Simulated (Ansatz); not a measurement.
Input of the run:

```
crystal:
  lattice:
    - [4.7019745438, 0.0, 0.0]
    - [0.0, 4.7019745438, 0.0]
    - [0.0, 0.0, 28.2991923396]
  atoms:
    - { symbol: Te, position: [0.0, 0.5, 0.2650252315] }
    - { symbol: Hg, position: [0.5, 0.5, 0.3237689236] }
    - { symbol: Te, position: [0.5, 0.0, 0.3825126157] }
    - { symbol: Hg, position: [0.0, 0.0, 0.4412563079] }
    - { symbol: Te, position: [0.0, 0.5, 0.5] }
    - { symbol: Hg, position: [0.5, 0.5, 0.5587436921] }
    - { symbol: Te, position: [0.5, 0.0, 0.6174873843] }
    - { symbol: Hg, position: [0.0, 0.0, 0.6762310764] }
    - { symbol: Te, position: [0.0, 0.5, 0.7349747685] }
basis:
  ecutwfc: 420
kpoints:
  mp_grid: { grid: [8, 8, 1] }
hamiltonian:
  xc: pbe
scf:
  occupations: { method: gaussian, width: 0.1 }
output:
  forces: true
  stress: true
  eigenvalues: true
  write_density: true
  write_potential: true
  elf: true
  volumetric_format: npy
efield:
  axis: 3
  dipole_correction: true
  ramp_width: 0.04
```

Command:
```bash
ansatz run input.yaml --threads 1 --pin off --max-ram 2560MiB --backend cpu --events-out ev --progress --plain --runs-dir out
```

What does the potential across the slab give for the work function?

The work function is 5.76 eV, the same on both faces. The two vacuum levels agree, so the slab has no net dipole along its normal. The outermost atoms are 13.3 Å apart, which leaves 15.0 Å of vacuum in a cell 28.3 Å high.

The atoms aren't at rest in this cell (largest force 0.5 eV/Å), so the relaxed material can differ. Spin-orbit coupling is left out, which matters for Hg.

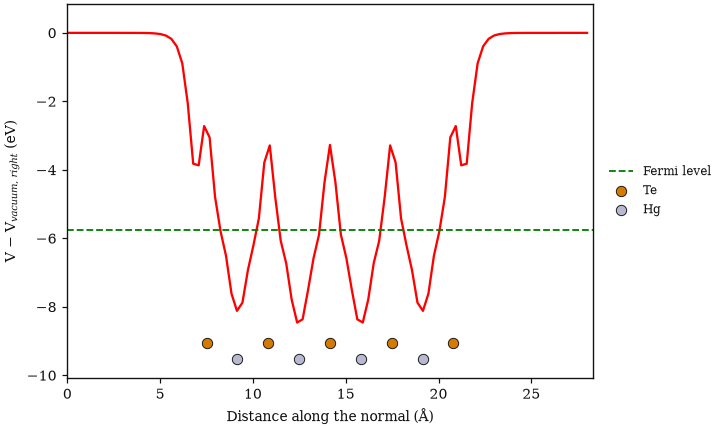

Plane-averaged electrostatic potential energy of an electron across the slab; circles at the bottom mark the heights of the atoms.
